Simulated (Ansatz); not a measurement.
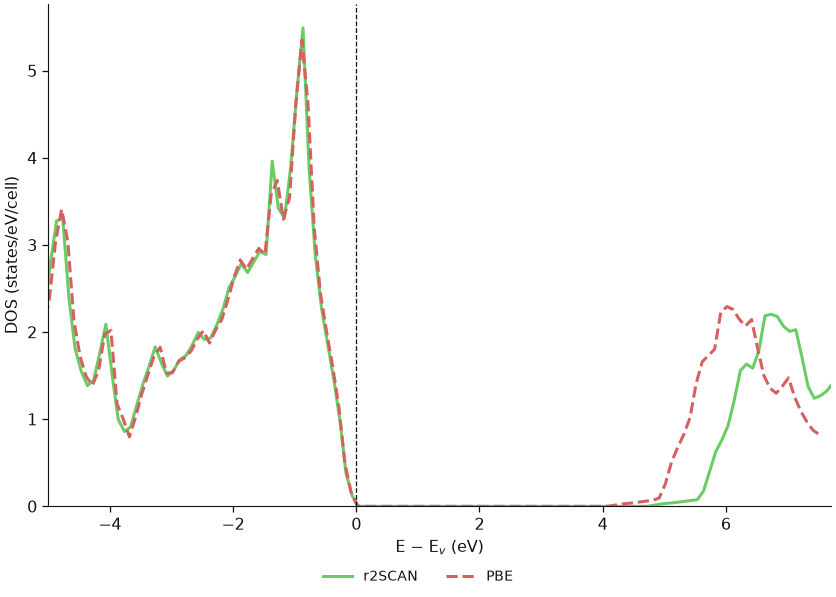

Total densities of states of AlN, space group P6_3mc, 4 atoms in the cell, by two methods on the same cell. Each is counted from its own valence-band top.

Question: What changes from one method to the other?

Answer: r2SCAN gives a gap of 4.67 eV and PBE gives a gap of 4.03 eV.

Settings. r2SCAN: DFT r2SCAN, scalar-relativistic, plane waves, PAW, no spin polarisation, 12×12×6 k mesh, 500 eV cutoff, Gaussian smearing of 0.02 eV (Ansatz 0.2.0). PBE: DFT PBE, scalar-relativistic, plane waves, PAW, no spin polarisation, 12×12×6 k mesh, 420 eV cutoff (Ansatz 0.2.0).
